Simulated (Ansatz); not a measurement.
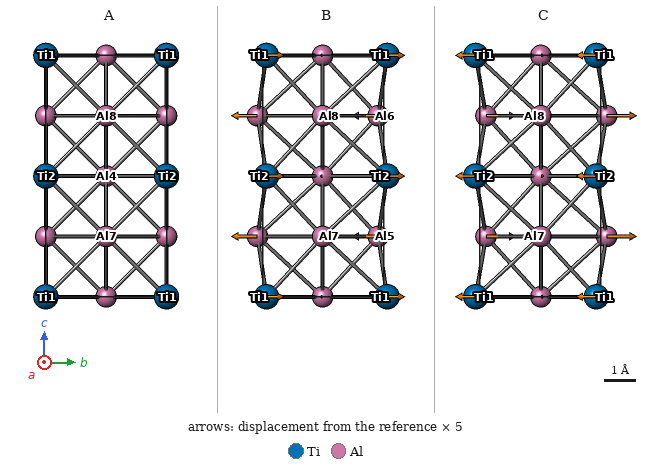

Energy scan for a crystal of TiAl3 (Pm-3m), in which a normal mode of wave vector (0, 0, 1/2) of the primitive cell, folded into a doubled cell, (one arbitrary combination within a set of 3 degenerate modes) is frozen in with the cell fixed, the amplitude being the largest displacement of an atom. The picture is a ball-and-stick view of the cell of the calculation, seen along the a axis. Orange arrows: displacements from the reference.

These are results of DFT r2SCAN, scalar-relativistic, plane waves, PAW (Ansatz), not measurements. (plane-wave cutoff 500 eV; k-point mesh 12 × 12 × 6; occupations gaussian; smearing width 0.15 eV; no spin polarisation). Energies (free energies at the smearing named) are counted from the relaxed crystal.

**Order these geometries by energy, lowest first.**

Lowest first: A (the amplitude 0.00 Å, 0 meV/cell), B (the amplitude 0.175 Å, 418 meV/cell), C (the amplitude −0.20 Å, 546 meV/cell). Over the whole scan: the harmonic wavenumber of the mode is 272 cm⁻¹, a stable vibration. Of the computed points the lowest is at the amplitude 0.00 Å, 0 meV/cell. The well is symmetric. At the highest point the shortest interatomic distance is 2.67 Å, against 2.80 Å in the reference.
